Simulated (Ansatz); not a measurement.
A series of calculations on Ge

Part 1: Relaxation

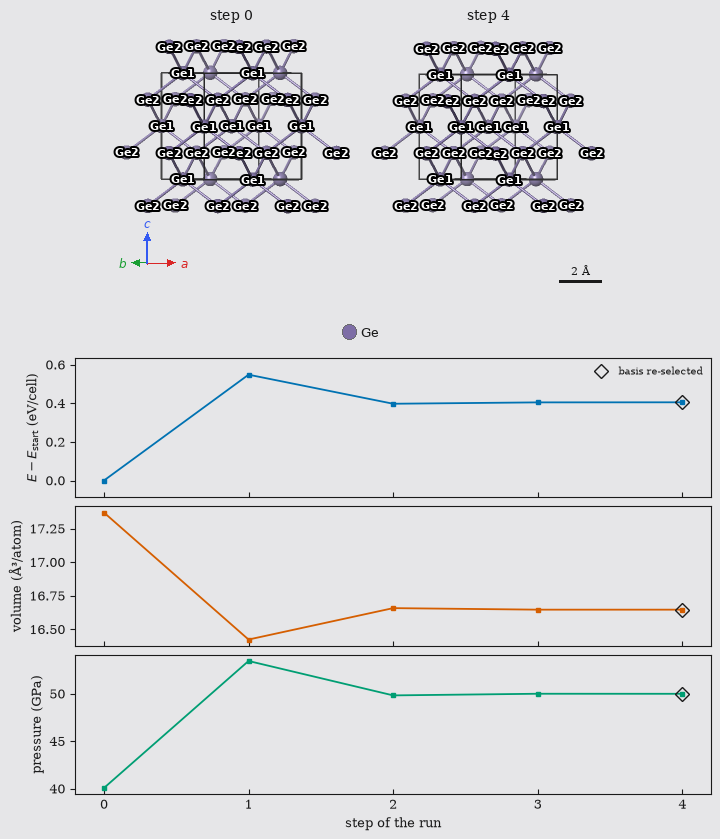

First and last geometry of a relaxation of solid Ge (set up in Fd-3m), with the history of the run. Style: ball-and-stick. Shown: the conventional cell (4 times the calculation's cell), from a free direction. Lengths and directions refer to the drawn axes.

Case: relaxed at 50 GPa.

Computed with DFT PBE, scalar-relativistic, plane waves, PAW (Ansatz 0.2.0).

Input
```yaml
crystal:
  lattice:
    - [0.0, 2.5897848738, 2.5897848738]
    - [2.5897848738, 0.0, 2.5897848738]
    - [2.5897848738, 2.5897848738, 0.0]
  atoms:
    - { symbol: Ge, position: [0.5, 0.5, 0.5] }
    - { symbol: Ge, position: [0.75, 0.75, 0.75] }
basis:
  ecutwfc: 420
kpoints:
  mp_grid: { grid: [14, 14, 14] }
hamiltonian:
  xc: pbe
scf:
  occupations: { method: gaussian, width: 0.1 }
output:
  forces: true
  stress: true
  eigenvalues: true
relax:
  adjacent_minimum: "off"
  f_tol: 0.008
  max_steps: 50
  cell: { stress_tol: 0.08, p_target: 50.0 }
```

Command:
```bash
ansatz run input.yaml --threads 1 --pin off --max-ram 2560MiB --backend cpu --events-out ev --progress --plain --runs-dir out
```

Read the history and describe the run.

Answer. It converged. No atom moves by more than 0.005 Å relative to the cell. Cell: a = b = c 5.180 → 5.107 Å (−1.4 %). Volume −4.2 %. Among the contacts that change: Ge1–Ge2 2.243 → 2.211 Å. The space group stays Fd-3m (No. 227). Over 3 accepted moves (4 points after the start) the energy rises by 0.405 eV per cell of the calculation. With the target pressure of 50 GPa, the enthalpy E + pV changes by −46.3 meV per cell of the calculation. All forces vanish by symmetry, so only the cell relaxes. Pressure: 40.07 GPa at the start and 49.99 GPa at the end. The SCF was repeated once at an unchanged geometry on a basis and grid sized afresh for the cell, which shifted the energy by 0.4 meV per cell of the calculation at most.

```
step  E − E(0), meV/atom  pressure, GPa  volume, Å³/atom                      note
   0                0.00          40.07           17.370                          
   1              274.17          53.45           16.424                          
   2              198.86          49.83           16.658                          
   3              202.41          50.00           16.646                          
   4              202.62          49.99           16.646  same geometry, new basis
```

Part 2: Relaxation

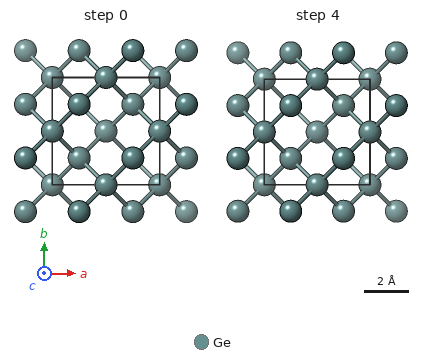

The structure of crystalline Ge (set up in Fd-3m) before (left) and after (right) a relaxation, at one scale.

A ball-and-stick model of the conventional cell (4 times the calculation's cell), seen along the c axis. Lengths and directions refer to the drawn axes.

Case: relaxed at 90 GPa.

These are results of Ansatz, DFT PBE, scalar-relativistic, plane waves, PAW, not measurements. Set-up: plane-wave cutoff 420 eV; k-point mesh 14 × 14 × 14; occupations gaussian; smearing width 0.1 eV; target pressure 90 GPa; no spin polarisation; cell and atoms relaxed; force threshold 0.008 eV/Å; at most 50 steps.

Describe what moved and what it gained.

The atoms keep their places relative to the cell (all moves are under 0.005 Å). Cell: a = b = c 4.972 → 4.893 Å (−1.6 %). Volume −4.7 %. Among the contacts that change: Ge–Ge 2.153 → 2.119 Å. The space group stays Fd-3m (No. 227). The energy rises by 368 meV per atom in 3 accepted moves (4 points after the start). With the target pressure of 90 GPa, the enthalpy E + pV changes by −40.0 meV per atom. All forces vanish by symmetry, so only the cell relaxes. The pressure goes from 72.95 to 89.98 GPa. The SCF was repeated once at an unchanged geometry on a basis and grid sized afresh for the cell, which shifted the energy by 0.2 meV per atom at most. Cost: 16 s on 1 thread of Intel(R) Xeon(R) Platinum 8259CL CPU @ 2.50GHz (Skylake/Cascade Lake), on a shared host, peak memory 0.4 GiB.

Part 3: A change

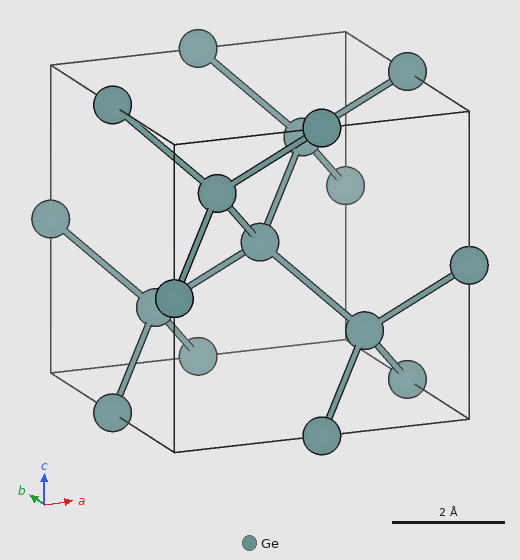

The starting point is crystalline Ge (set up in Fd-3m). A ball-and-stick model of the conventional cell (4 times the calculation's cell), seen slightly off an axis. Lengths and directions refer to the drawn axes.

These are results of DFT PBE, scalar-relativistic, plane waves, PAW in Ansatz, not measurements. Set-up: plane-wave cutoff 420 eV; occupations gaussian; smearing width 0.1 eV; no spin polarisation. The k-mesh is chosen for each cell (12×12×12, 14×14×14).

The variant: The crystal is put under a hydrostatic pressure of 25 GPa. Cell and atoms are relaxed at that pressure.

Input file:
```yaml
crystal:
  lattice:
    - [0.0, 2.6733893975, 2.6733893975]
    - [2.6733893975, 0.0, 2.6733893975]
    - [2.6733893975, 2.6733893975, 0.0]
  atoms:
    - { symbol: Ge, position: [0.5, 0.5, 0.5] }
    - { symbol: Ge, position: [0.75, 0.75, 0.75] }
basis:
  ecutwfc: 420
kpoints:
  mp_grid: { grid: [14, 14, 14] }
hamiltonian:
  xc: pbe
scf:
  occupations: { method: gaussian, width: 0.1 }
output:
  forces: true
  stress: true
  eigenvalues: true
  write_density: true
  write_potential: true
  elf: true
  volumetric_format: npy
relax:
  adjacent_minimum: "off"
  f_tol: 0.008
  max_steps: 50
  cell: { stress_tol: 0.08, p_target: 25.0 }
```

Run as
```bash
ansatz run input.yaml --threads 1 --pin off --max-ram 2560MiB --backend cpu --events-out ev --progress --plain --runs-dir out
```

What does the calculation give for the changed structure?

Cell: a = b = c 5.760 → 5.320 Å (−7.6 %). Volume −21.2 %. The atoms keep their places relative to the cell (all moves are under 0.005 Å). Near-neighbour distances before and after: Ge–Ge 2.494 → 2.303 Å. The space group stays Fd-3m (No. 227). It costs 315 meV per atom. (The two runs use different k-meshes.) Pressure: 0.0 GPa before, 25.0 GPa after.

The changed structure in the same view:

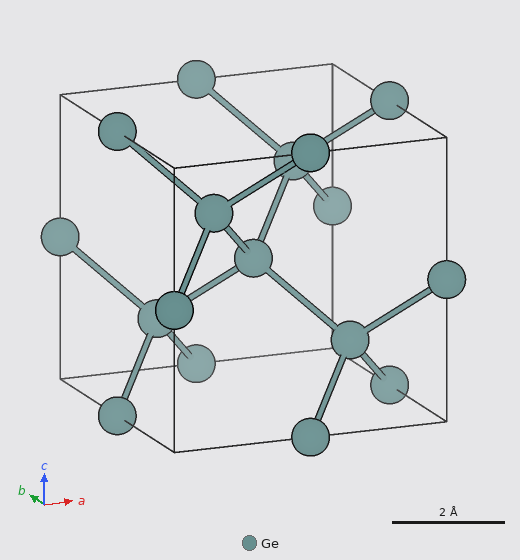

Part 4: Series

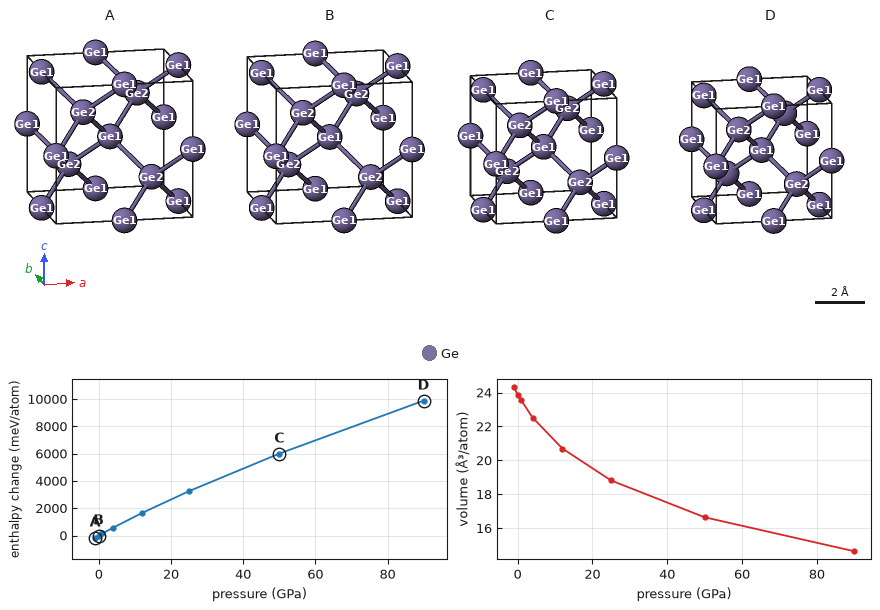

Members of a series of calculations on solid Ge (set up in Fd-3m), marked on the first curve. The picture is a ball-and-stick view of the conventional cell (4 times the calculation's cell), seen slightly off an axis. Lengths and directions refer to the drawn axes.

Method: DFT PBE, scalar-relativistic, plane waves, PAW in Ansatz. Set-up: plane-wave cutoff 420 eV; occupations gaussian; smearing width 0.1 eV; no spin polarisation. The k-mesh is chosen for each cell (12×12×12, 14×14×14).

**Describe the series.**

The structure is relaxed at several pressures. A (pressure −1.0 GPa): enthalpy change −150 meV/atom, volume 24.33 Å³ per atom. B (pressure 0.0 GPa): enthalpy change 0.0 meV/atom, volume 23.88 Å³ per atom. C (pressure 50.0 GPa): enthalpy change 6003 meV/atom, volume 16.65 Å³ per atom. D (pressure 90.0 GPa): enthalpy change 9886 meV/atom, volume 14.64 Å³ per atom. The rest compares A with D. Cell: a = b = c 5.795 → 4.893 Å (−15.6 %). Volume −39.8 %. Near-neighbour distances before and after: Ge–Ge 2.509 → 2.119 Å.
